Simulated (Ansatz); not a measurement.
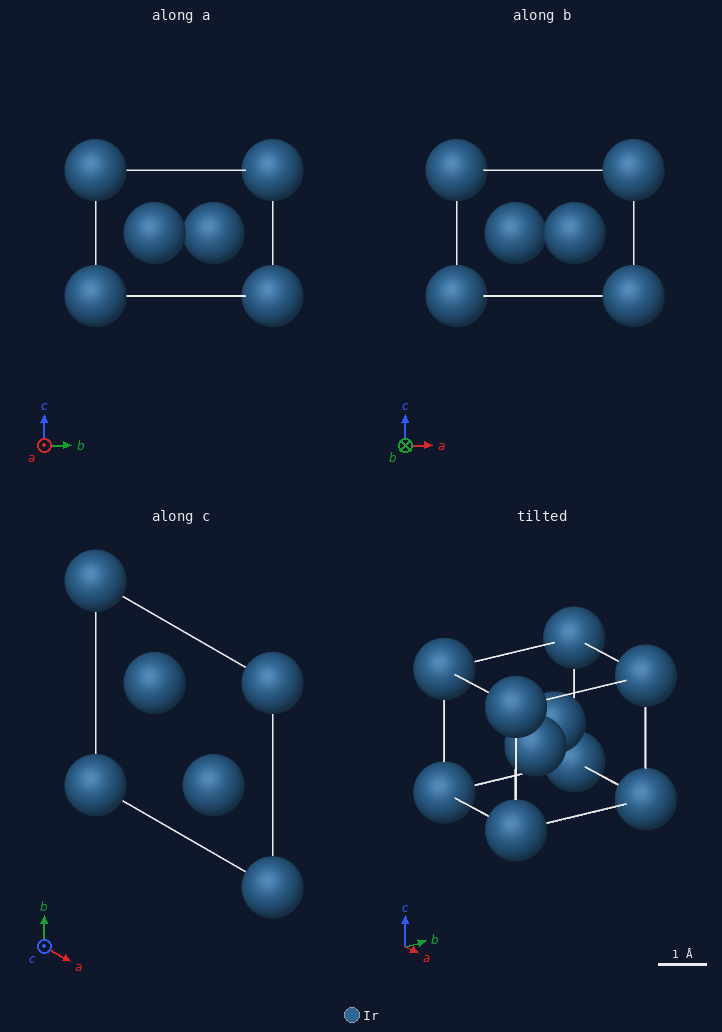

Shown here is a spheres-only view of the crystal, taken along the a axis, along the b axis, along the c axis and slightly off an axis. Lines trace the edges of the conventional unit cell.

Lattice parameters: a = 4.3130 Å, b = 4.3130 Å, c = 2.6583 Å, α = 90.000°, β = 90.000°, γ = 120.000°.

**Convert the drawing into a CIF with its space group and independent sites.**

```cif
data_structure
_symmetry_space_group_name_H-M 'P 6/m m m'
_symmetry_Int_Tables_number 191
_cell_length_a 4.3130
_cell_length_b 4.3130
_cell_length_c 2.6583
_cell_angle_alpha 90.000
_cell_angle_beta 90.000
_cell_angle_gamma 120.000
_cell_volume 42.82
loop_
_atom_site_label
_atom_site_type_symbol
_atom_site_symmetry_multiplicity
_atom_site_Wyckoff_symbol
_atom_site_fract_x
_atom_site_fract_y
_atom_site_fract_z
_atom_site_occupancy
Ir1 Ir 1 a 0.0000 0.0000 0.0000 1
Ir2 Ir 2 d 0.3333 0.6667 0.5000 1
```

Origin of the cell: a structure type filled with this element by a generator (whether the element takes this form wasn't checked). A relaxation with Ansatz, DFT, LDA (PW92), plane waves (420 eV) with PAW, scalar-relativistic gave the geometry drawn.
